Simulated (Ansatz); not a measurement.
# Single-point calculation of SnO₂

- system: SnO₂ (Pnnm, 6 atoms in the cell)
- method: DFT PBE, scalar-relativistic, plane waves, PAW, no spin polarisation (Ansatz 0.2.0)

The structure derives from an entry of the Crystallography Open Database. It belongs to a series of runs on one base structure; here: mode 4 (110.0 1/cm) frozen in, largest displacement +0.150 A. Figures and captions count atoms from 1; the log counts them from 0 in places.

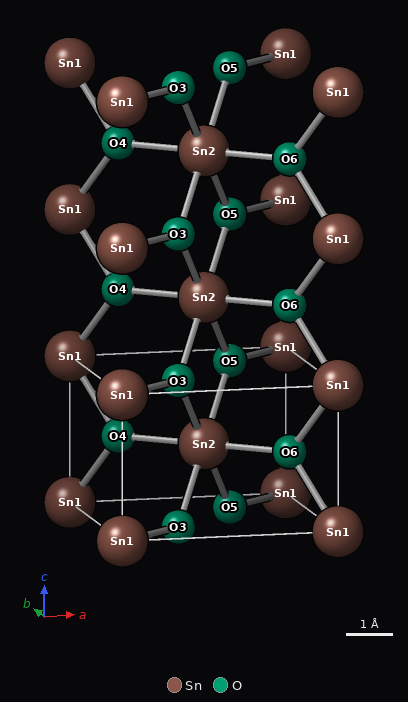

Figure 1. The structure as given in the input (ball-and-stick view of the cell of the calculation, repeated 1 × 1 × 3, seen slightly off an axis; atoms are numbered from 1 in the order of the input). An atom can appear more than once, as a periodic image.

Summary

| quantity | value |
| --- | --- |
| outcome | converged |
| space group (tolerance 0.01 Å) | Pnnm (58) |
| electrons treated | 52 |
| free energy | −14317.9332 eV |
| Fermi energy | 9.043 eV |
| gap on the k-point mesh | 0.89 eV |
| pressure | −0.85 GPa |
| largest force (length of the vector) | 0.142 eV/Å |
| hardware | 2 threads of Arm Neoverse V2, 24 GiB of memory available, shared host |
| wall time | 5.6 s (CPU time 11 s) |
| peak memory | 0.41 GiB |

Input file
```yaml
crystal:
  lattice:
    - [4.8277050007, 0.0, 0.0]
    - [0.0, 4.8277050007, 0.0]
    - [0.0, 0.0, 3.2379909335]
  atoms:
    - { symbol: Sn, position: [0.0, 0.0, 0.0] }
    - { symbol: Sn, position: [0.5, 0.5, 0.5] }
    - { symbol: O, position: [0.3285753639, 0.2846348095, 0.0] }
    - { symbol: O, position: [0.1714246361, 0.7846348095, 0.5] }
    - { symbol: O, position: [0.6714246361, 0.7153651905, 0.0] }
    - { symbol: O, position: [0.8285753639, 0.2153651905, 0.5] }
basis:
  ecutwfc: 420
kpoints:
  mp_grid: { grid: [6, 6, 8] }
hamiltonian:
  xc: pbe
scf:
  occupations: { method: gaussian, width: 0.05 }
output:
  forces: true
  stress: true
  eigenvalues: true
  write_density: true
  write_potential: true
  elf: true
  volumetric_format: npy
```

Run as:
```bash
ansatz run input.yaml --threads 2 --pin off --max-ram 5120MiB --backend cpu --events-out ev --progress --plain --runs-dir out
```

What the program printed
```
Engine: ansatz 0.2.0, aarch64-unknown-linux-gnu
Pseudopotentials: kind: paw
Pseudopotential: Sn, paw, valence charge 14, recommended cutoff 420 eV (normal), Sn.paw.azcp
Pseudopotential: O, paw, valence charge 6, recommended cutoff 420 eV (normal), O.paw.azcp
Functional definition: PBE
  parameter kappa = 0.804
  parameter beta = 0.06672455060314922
  exchange = pbe_x(kappa = kappa, mu = beta*pi^2/3)
  correlation = pbe_c(beta = beta)
Crystal: 6 atoms, lattice volume = 75.467 Å³
Basis set: ecut = 420 eV, 1495 PW (Γ), exchange–correlation on 72×72×48 points (8 copies of the dense FFT grid, shifted against one another)
Bands: 32, of which v1, the nominal top of the filled ones, is band 26 counted from 1 (25 counted from 0)
Symmetry: 8 space group operations
Space group: Pnnm (ITA 58), of the structure as read, at distance tolerance 4.2e-5 Å
k-points: 80 of 288
Non-local potential: Sn, projectors of the file, l = 0: 2, l = 1: 2, l = 2: 2, l = 3: 2
Non-local potential: O, projectors of the file, l = 0: 2, l = 1: 2, l = 2: 1
PAW form: soft (Blöchl's): semilocal exchange-correlation on the pseudo side does not see the compensation charge
PAW one-centre angular grid: Sn, 590 points (default); XC on 64 Gauss nodes
PAW one-centre angular grid: O, 110 points (default); XC on 64 Gauss nodes
Initial density: superposition of atomic densities (neutral atoms: chi_scale 0, normalization atom), corrected by the library's trained network
Initial wavefunctions: pseudopotential atomic-orbital guess
Functional: x = pbe(κ = 0.804, μ = 0.2195149727645171), c = pbe(β = 0.06672455060314922)
SCF iter   1: F=—  HF=-14317.931252 eV  |F-HF|=—  |Δ(HF+E_count)|=         —  Δρ=1.42e-3  dr2=7.33e-4  ethr=1.77e-3  ⟨swp⟩=6.0  Hψ=11194  notcnv=0  defer=7
preconditioner: auto → Resta (q_TF=auto, 2.564 Å⁻¹)  ε∞=3.6  [insulator: Δε(μ)=0.892 eV  Ē_g=19.193 eV  σ=0.050 eV  W_gap=1.00  n_scr=18 (ndim 8)  ℏωp=30.8 eV  f_vac=0.031  D(μ)=0.00/eV (n_scr^D=0)  ε∞_Penn≈3.6]
SCF iter   2: F=—  HF=-14317.932897 eV  |F-HF|=—  |Δ(HF+E_count)|=   1.65e-3  Δρ=6.62e-4  dr2=1.34e-4  ethr=1.41e-6  ⟨swp⟩=2.0  Hψ=5316  notcnv=0  defer=13
SCF iter   3: F=—  HF=-14317.933148 eV  |F-HF|=—  |Δ(HF+E_count)|=   2.52e-4  Δρ=2.78e-4  dr2=3.64e-5  ethr=2.58e-7  ⟨swp⟩=3.0  Hψ=4593  notcnv=0  defer=13
SCF iter   4: F=—  HF=-14317.933163 eV  |F-HF|=—  |Δ(HF+E_count)|=   1.42e-5  Δρ=4.64e-5  dr2=1.48e-6  ethr=7.00e-8  ⟨swp⟩=2.0  Hψ=3428  notcnv=0  defer=13
iter 5 did not close the SCF: its close was put off for the readings that it lacked (scf_convergence_deferred on its scf_iter line)
SCF iter   5: F=-14317.933165 eV  HF=-14317.933165 eV  |F-HF|=9.79e-8  |Δ(HF+E_count)|=   1.88e-6  Δρ=1.35e-5  dr2=8.73e-8  ethr=2.84e-9  ⟨swp⟩=2.0  Hψ=3695  notcnv=0  defer=13
SCF iter   6: F=-14317.933165 eV  HF=-14317.933165 eV  |F-HF|=3.48e-9  |Δ(HF+E_count)|=   1.21e-7  Δρ=3.81e-6  dr2=7.09e-9  ethr=1.68e-10  ⟨swp⟩=10.2  Hψ=18516  notcnv=0
SCF 1 converged in 6 iterations: F = -14317.933165 eV  dr2 = 7.09e-9
  greatest PAW one-centre occupation: 0.996 electrons in one spin orbital (limit 2), on the Sn atom at site 0 (counted from 0), in its partial waves of l = 2
SCF converged after 6 iterations
Free energy (F): -14317.933165 eV
Harris-Foulkes:  -14317.933165 eV  (|F-HF|=3.48e-9)
Internal energy: -14317.933165 eV  (E = F + TS)
E sigma→0 (E₀):  -14317.933165 eV
Fermi energy:    9.042536 eV
--- Per-component energies (eV) ---
  E_band       = -154.128959
  E_kinetic    = 1077.275425
  E_local      = -2944.980471  (includes V_loc(G=0)·N_el)
  E_nonlocal   = 133.686761
  E_hartree    = 1515.068974
  E_xc         = -1053.165836
  E_vxc        = -561.531968  (∫ρ·V_xc dr)
  E_paw        = -8927.966180  (= ΣΔE_a)
  E_vpaw       = -888.726019  (= ΣTr[D̂ρ^β])
  E_aug_tail   = 0.009886  (compensation charges beyond the density's cutoff)
  E_ewald      = -4117.861722
  E_smearing   = -0.000000  (= −TS)
  E_closure    = 0.000000  (closes the sum)
  Σ components = -14317.933165   (vs F -14317.933165, Δ=0.00e0)
--- Forces (eV/Å), atoms counted from 1 ---
  atom   1  Sn    -0.00000000     0.00000000     0.00000000
  atom   2  Sn     0.00000000     0.00000000     0.00000000
  atom   3  O     -0.05899199     0.12911736     0.00000000
  atom   4  O      0.05899199     0.12911736     0.00000000
  atom   5  O      0.05899199    -0.12911736     0.00000000
  atom   6  O     -0.05899199    -0.12911736     0.00000000
  max |Σ_I F_I| component: 2.78e-17 eV/Å
--- Stress (GPa, compression-positive) ---
       -0.003426       0.000000       0.000000
        0.000000      -1.660593       0.000000
        0.000000       0.000000      -0.895441
  P = ⅓ Tr σ = -0.8532 GPa (-8.532 kbar)
--- Band table (eV; the first three rows and the last of 80) ---
  k-point 0: bands = ["-12.2788", "-11.6358", "-11.4450", "-11.4183", "-11.4126", "-11.3440", "-11.3217", "-11.2532", "-11.2246", "-11.2228", "-9.8789", "-8.2362", "-8.0978", "-6.6924", "0.8218", "4.5303", "5.0203", "5.2102", "5.8423", "6.7390", "6.8118", "7.4498", "7.5802", "7.9976", "8.1076", "8.5723", "9.4861", "14.3747", "14.7869", "14.9041", "18.8624", "19.1810"]
  k-point 1: bands = ["-12.2148", "-11.5696", "-11.5335", "-11.5300", "-11.4217", "-11.3530", "-11.3167", "-11.2535", "-11.2421", "-11.2385", "-9.7929", "-8.0298", "-7.9038", "-6.7924", "0.8273", "4.6806", "4.8696", "5.3167", "5.7880", "5.9457", "6.5972", "6.9148", "7.0695", "8.0418", "8.1055", "8.5495", "10.4197", "14.6523", "15.4094", "15.5123", "17.9491", "19.6259"]
  k-point 2: bands = ["-12.0476", "-11.7795", "-11.7786", "-11.4617", "-11.3594", "-11.3492", "-11.3030", "-11.2745", "-11.2709", "-11.2549", "-9.5099", "-7.5618", "-7.4659", "-7.1067", "0.8877", "4.2185", "4.6524", "5.0860", "5.4749", "5.9169", "6.1733", "6.2277", "6.2349", "7.9660", "7.9987", "8.2481", "11.9644", "15.0331", "16.8033", "16.8356", "17.2802", "19.5032"]
  k-point 79: bands = ["-12.0803", "-12.0803", "-11.6611", "-11.6611", "-11.3168", "-11.3168", "-11.2692", "-11.2692", "-11.2232", "-11.2232", "-8.1617", "-8.1617", "-6.9938", "-6.9938", "1.0628", "1.0628", "3.9874", "3.9874", "6.2605", "6.2605", "6.3146", "6.3146", "7.8158", "7.8158", "8.0209", "8.0209", "13.0546", "13.0546", "17.3665", "17.3665", "19.2449", "19.2449"]
```

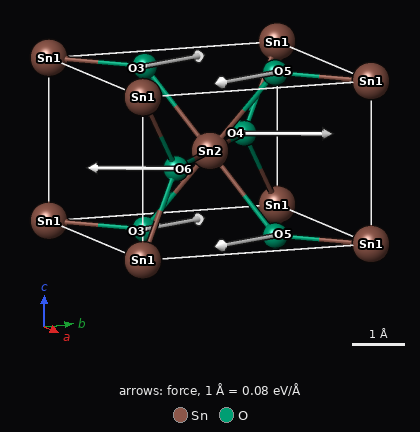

Figure 2. Forces on the atoms as white arrows (ball-and-stick view of the cell of the calculation, seen slightly off an axis; atoms are numbered from 1 in the order of the input). The largest act on all 4 O atoms (0.14 eV/Å). The geometry is not a stationary point of this energy.

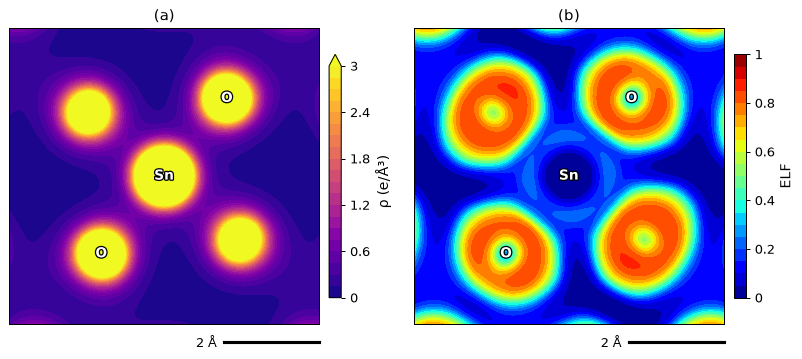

Figure 3. (a) valence pseudo-density; (b) electron localisation function on the (111) plane of the conventional cell. Sn–O (2.10 Å): ρ at the midpoint is about 0.61 e/Å³; the ELF is about 0.25 at the midpoint. Away from the nuclei the density in this plane falls to 0.02 e/Å³ at its lowest. In a PAW calculation such maps are meaningful between the atoms, not at the nuclei.

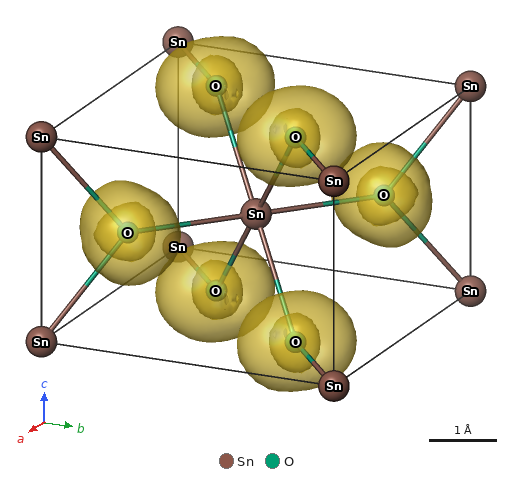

Figure 4. Isosurface of the electron localisation function at 0.75 (yellow), seen slightly off an axis. Only the valence region is drawn (cores and ρ < 0.01 e/Å³ removed). Sticks mark near contacts. The outline is the cell set on symmetry axes. Profiles from the grid: Sn–O (2.09 Å): the ELF is about 0.25 at the midpoint.
